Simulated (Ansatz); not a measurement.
# Ag: one change and its effect

System: Ag (2 atoms in the cell).
Method of the first run: Kohn-Sham DFT of a periodic cell, PBE0, Ansatz PAW, no spin polarisation (Ansatz 0.2.0).

The structure derives from an entry of the Crystallography Open Database. Text and figures count atoms from 1; the logs count them from 0 in places.

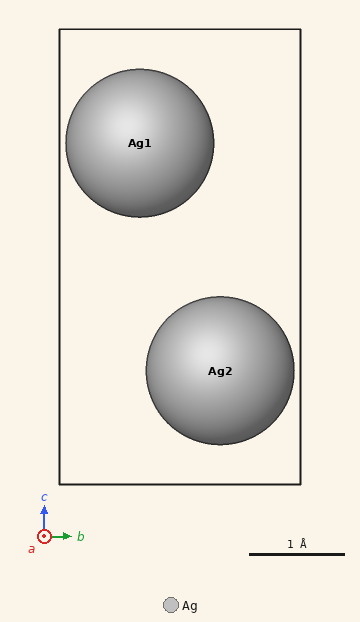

The starting structure (spheres-only view of the cell of the calculation, along the a axis; atoms are numbered from 1 in the order of the input). An atom can appear more than once, as a periodic image.

Input, the first run:
```yaml
crystal:
  lattice:
    - [2.93, 0.0, 0.0]
    - [-1.465, 2.5374544331, 0.0]
    - [0.0, 0.0, 4.79]
  atoms:
    - { symbol: Ag, position: [0.6666666667, 0.3333333333, 0.75] }
    - { symbol: Ag, position: [0.3333333333, 0.6666666667, 0.25] }
hamiltonian:
  xc: pbe0
  pseudopotentials: { kind: paw }
kpoints:
  mp_grid: { grid: [5, 5, 3] }
scf:
  occupations: { method: fermi_dirac, width: 0.05 }
output:
  forces: true
  stress: true
  eigenvalues: true
relax:
  f_tol: 0.01
  max_steps: 40
  cell: { stress_tol: 0.05 }
```

Hardware: 1 × NVIDIA H100 80GB HBM3, 2 threads of AMD EPYC (Zen 3), 396 GiB of memory available, shared host.

Output, shortened to warnings, some set-up lines, iterations and results (the first run):
```
Basis set: ecut = 420 eV, 701 PW (Γ), exchange–correlation on 40×40×72 points (8 copies of the dense FFT grid, shifted against one another)
Symmetry: 24 space group operations
k-points: 10 of 75
Initial density: superposition of atomic densities (neutral atoms: chi_scale 0, normalization atom), corrected by the library's trained network
[...]
SCF iter   1: F=—  HF=-15181.252128 eV  |F-HF|=—  |Δ(HF+E_count)|=         —  Δρ=2.16e-3  dr2=8.89e-4  ethr=1.77e-3  ⟨swp⟩=7.6  Hψ=896  notcnv=0
SCF iter   2: F=—  HF=-15181.252324 eV  |F-HF|=—  |Δ(HF+E_count)|=   1.96e-4  Δρ=6.22e-4  dr2=4.26e-5  ethr=1.12e-7  ⟨swp⟩=2.0  Hψ=1047  notcnv=0
SCF iter   3: F=—  HF=-15181.252395 eV  |F-HF|=—  |Δ(HF+E_count)|=   7.09e-5  Δρ=3.21e-4  dr2=8.75e-6  ethr=1.12e-7  ⟨swp⟩=3.0  Hψ=451  notcnv=0
SCF iter   4: F=—  HF=-15181.252423 eV  |F-HF|=—  |Δ(HF+E_count)|=   2.77e-5  Δρ=9.39e-5  dr2=7.59e-7  ethr=2.30e-8  ⟨swp⟩=3.0  Hψ=525  notcnv=0
SCF iter   5: F=—  HF=-15181.252425 eV  |F-HF|=—  |Δ(HF+E_count)|=   2.49e-6  Δρ=1.40e-5  dr2=1.64e-8  ethr=2.00e-9  ⟨swp⟩=3.0  Hψ=524  notcnv=0
[... 100 lines ...]
SCF 15 converged in 8 iterations: F = -15186.552076 eV  dr2 = 5.56e-12
SCF iter   1: F=—  HF=-15186.552076 eV  |F-HF|=—  |Δ(HF+E_count)|=         —  Δρ=5.04e-7  dr2=4.75e-11  ethr=3.33e-11  ⟨swp⟩=11.7  Hψ=756  notcnv=0
SCF iter   2: F=-15186.552076 eV  HF=-15186.552076 eV  |F-HF|=0.00e0  |Δ(HF+E_count)|=  3.64e-12  Δρ=1.67e-7  dr2=5.24e-12  ethr=1.00e-12  ⟨swp⟩=2.0  Hψ=422  notcnv=0
SCF 16 converged in 2 iterations: F = -15186.552076 eV  dr2 = 5.24e-12
relax step   5: F+E_penalty+E_count = -15186.55207595 eV  Δ(F+E_penalty+E_count) = +4.247e-4 eV  max|allowed force component| = 2.313e-17 eV/Å  Δτ_max = 0.0000 Å  P = +0.001 …
basis re-selected at this cell: Δ(F+E_penalty+E_count) = +4.247e-4 eV, ΔP = +0.002 GPa vs the last step (what re-selecting the basis moved, of the pressure what is left beyond the Pulay correction that the steps carried, after the strain that the cell walked since its last selection, with what the …
hybrid SCF converged: 2 outer / 10 inner (+0 warm-up), last move |dexx| = 2.31e-11 eV, tail = 1.46e-11 eV
Stability not checked: this state was not tested for a lower state beside it, because the functional holds exact exchange (a hybrid, or Hartree-Fock), whose exchange loop this test does not read (fock_operator; see scf.lower_state_search)
Free energy (F): -15186.552076 eV
Frozen-core exchange: fock
Harris-Foulkes:  -15186.552076 eV  (|F-HF|=0.00e0)
Internal energy: -15186.543079 eV  (E = F + TS)
E sigma→0 (E₀):  -15186.547577 eV
Entropy (-TS):   -0.008997 eV (-4.499 meV/atom)
Fermi energy:    17.254272 eV
--- Per-component energies (eV) ---
  E_band       = -604.521853
  E_kinetic    = 1057.369383
  E_local      = -4501.244890  (includes V_loc(G=0)·N_el)
  E_nonlocal   = 162.298368
  E_hartree    = 2048.281580
  E_xc         = -284.898294
  E_vxc        = -361.601083  (∫ρ·V_xc dr)
  E_exx        = -175.435523  (= α·E_x^exact, valence–valence)
  E_paw        = -7720.932862  (= ΣΔE_a)
  E_vpaw       = -707.036406  (= ΣTr[D̂ρ^β])
  E_aug_tail   = 0.000659  (compensation charges beyond the density's cutoff)
  E_ewald      = -5770.811218
  E_core_change = -1.170282  (= ΣΔE_core)
  E_smearing   = -0.008997  (= −TS)
  E_closure    = -0.000000  (closes the sum)
  Σ components = -15186.552076   (vs F -15186.552076, Δ=0.00e0)
--- Forces (eV/Å), atoms counted from 1 ---
  atom   1  Ag    -0.00000000     0.00000000     0.00000000
  atom   2  Ag     0.00000000    -0.00000000    -0.00000000
  max |Σ_I F_I| component: 3.47e-18 eV/Å
--- Stress (GPa, compression-positive) ---
        0.000768      -0.000000      -0.000000
       -0.000000       0.000768      -0.000000
       -0.000000      -0.000000       0.001261
  P = ⅓ Tr σ = 0.0009 GPa (0.009 kbar)
--- Relaxed structure (4 steps of the walk, 4 accepted, 1 SCFs on fresh bases) ---
  F+E_penalty+E_count = -15186.55207595 eV   max|allowed force component| = 2.313e-17 eV/Å   (the final SCF, on the basis selected at the relaxed cell)
  cell:  # Å, volume = 35.2149 Å³
[...]
```

The input of the second run differs as follows (lines with − go, lines with + come):
```diff
-  xc: pbe0
+  xc: b3lyp
```

Predict how the results change.

The total energies belong to different methods, so their difference says nothing on which is more stable or more accurate. The volume per atom goes from 17.61 to 18.76 Å³. The functional changes from PBE0 to b3lyp. On the same kind of shared host the second run took about 0.27 times as long.

Output, shortened to warnings, some set-up lines, iterations and results (the second run):
```
Basis set: ecut = 420 eV, 701 PW (Γ), exchange–correlation on 40×40×72 points (8 copies of the dense FFT grid, shifted against one another)
Symmetry: 24 space group operations
k-points: 10 of 75
Initial density: superposition of atomic densities (neutral atoms: chi_scale 0, normalization atom), corrected by the library's trained network
[...]
SCF iter   1: F=—  HF=-15202.724688 eV  |F-HF|=—  |Δ(HF+E_count)|=         —  Δρ=5.47e-3  dr2=8.22e-3  ethr=1.77e-3  ⟨swp⟩=7.8  Hψ=897  notcnv=0
SCF iter   2: F=—  HF=-15202.724551 eV  |F-HF|=—  |Δ(HF+E_count)|=   1.38e-4  Δρ=2.52e-3  dr2=1.02e-3  ethr=2.16e-5  ⟨swp⟩=3.1  Hψ=510  notcnv=0
SCF iter   3: F=—  HF=-15202.724905 eV  |F-HF|=—  |Δ(HF+E_count)|=   3.54e-4  Δρ=7.86e-4  dr2=1.59e-4  ethr=2.70e-6  ⟨swp⟩=3.0  Hψ=464  notcnv=0
SCF iter   4: F=—  HF=-15202.724915 eV  |F-HF|=—  |Δ(HF+E_count)|=   1.05e-5  Δρ=8.42e-5  dr2=1.03e-6  ethr=2.72e-9  ⟨swp⟩=2.3  Hψ=956  notcnv=0
SCF iter   5: F=—  HF=-15202.724916 eV  |F-HF|=—  |Δ(HF+E_count)|=   9.13e-7  Δρ=1.51e-5  dr2=6.12e-8  ethr=2.72e-9  ⟨swp⟩=3.0  Hψ=508  notcnv=0
[... 106 lines ...]
SCF iter   4: F=—  HF=-15207.834682 eV  |F-HF|=—  |Δ(HF+E_count)|=  1.27e-11  Δρ=3.77e-8  dr2=2.04e-11  ethr=1.00e-12  ⟨swp⟩=2.0  Hψ=422  notcnv=0
SCF iter   5: F=—  HF=-15207.834682 eV  |F-HF|=—  |Δ(HF+E_count)|=  2.47e-10  Δρ=2.99e-7  dr2=3.17e-11  ethr=1.00e-12  ⟨swp⟩=3.0  Hψ=442  notcnv=0
SCF iter   6: F=-15207.834682 eV  HF=-15207.834682 eV  |F-HF|=1.82e-12  |Δ(HF+E_count)|=  1.09e-11  Δρ=4.14e-8  dr2=8.99e-13  ethr=1.00e-12  ⟨swp⟩=2.2  Hψ=425  notcnv=0
SCF 16 converged in 6 iterations: F = -15207.834682 eV  dr2 = 8.99e-13
relax step   5: F+E_penalty+E_count = -15207.83468233 eV  Δ(F+E_penalty+E_count) = -1.197e-3 eV  max|allowed force component| = 1.850e-17 eV/Å  Δτ_max = 0.0000 Å  P = +0.016 …
basis re-selected at this cell: Δ(F+E_penalty+E_count) = -1.197e-3 eV, ΔP = -0.025 GPa vs the last step (what re-selecting the basis moved, of the pressure what is left beyond the Pulay correction that the steps carried, after the strain that the cell walked since its last selection, with what the …
hybrid SCF converged: 2 outer / 13 inner (+0 warm-up), last move |dexx| = 5.27e-10 eV, tail = 1.63e-11 eV
Stability not checked: this state was not tested for a lower state beside it, because the functional holds exact exchange (a hybrid, or Hartree-Fock), whose exchange loop this test does not read (fock_operator; see scf.lower_state_search)
Free energy (F): -15207.834682 eV
Frozen-core exchange: fock
Harris-Foulkes:  -15207.834682 eV  (|F-HF|=1.82e-12)
Internal energy: -15207.825685 eV  (E = F + TS)
E sigma→0 (E₀):  -15207.830184 eV
Entropy (-TS):   -0.008997 eV (-4.499 meV/atom)
Fermi energy:    16.131958 eV
--- Per-component energies (eV) ---
  E_band       = -618.584702
  E_kinetic    = 1057.266416
  E_local      = -4697.742460  (includes V_loc(G=0)·N_el)
  E_nonlocal   = 160.481341
  E_hartree    = 2125.492623
  E_xc         = -300.858165
  E_vxc        = -380.073489  (∫ρ·V_xc dr)
  E_exx        = -140.242635  (= α·E_x^exact, valence–valence)
  E_paw        = -7761.269455  (= ΣΔE_a)
  E_vpaw       = -729.017017  (= ΣTr[D̂ρ^β])
  E_aug_tail   = 0.000566  (compensation charges beyond the density's cutoff)
  E_ewald      = -5650.257097
  E_core_change = -0.696819  (= ΣΔE_core)
  E_smearing   = -0.008997  (= −TS)
  E_closure    = -0.000000  (closes the sum)
  Σ components = -15207.834682   (vs F -15207.834682, Δ=0.00e0)
--- Forces (eV/Å), atoms counted from 1 ---
  atom   1  Ag    -0.00000000     0.00000000     0.00000000
  atom   2  Ag     0.00000000    -0.00000000    -0.00000000
  max |Σ_I F_I| component: 1.16e-18 eV/Å
--- Stress (GPa, compression-positive) ---
        0.016744      -0.000000      -0.000000
       -0.000000       0.016744      -0.000000
       -0.000000      -0.000000       0.013738
  P = ⅓ Tr σ = 0.0157 GPa (0.157 kbar)
--- Relaxed structure (4 steps of the walk, 4 accepted, 1 SCFs on fresh bases) ---
  F+E_penalty+E_count = -15207.83468233 eV   max|allowed force component| = 1.850e-17 eV/Å   (the final SCF, on the basis selected at the relaxed cell)
  cell:  # Å, volume = 37.5162 Å³
[...]
```

The two runs side by side:

```tsv
quantity	the first run	the second run
outcome	converged	converged
free energy per atom (eV)	−7593.2760	−7603.9173
energy per atom, smearing taken to zero (eV)	−7593.2738	−7603.9151
gap on the mesh (eV)	0.00	0.00
pressure (GPa)	0.00	0.02
volume per atom (Å³)	17.61	18.76
largest force (eV/Å)	0.000	0.000
irreducible k-points	10	10
wall time (shared host)	83 s	23 s
```

For both runs: The k-point mesh is coarse for a cell of this size, so the results may not be converged. For the second run: Points of doubt noted for this run: forces on files of another functional.
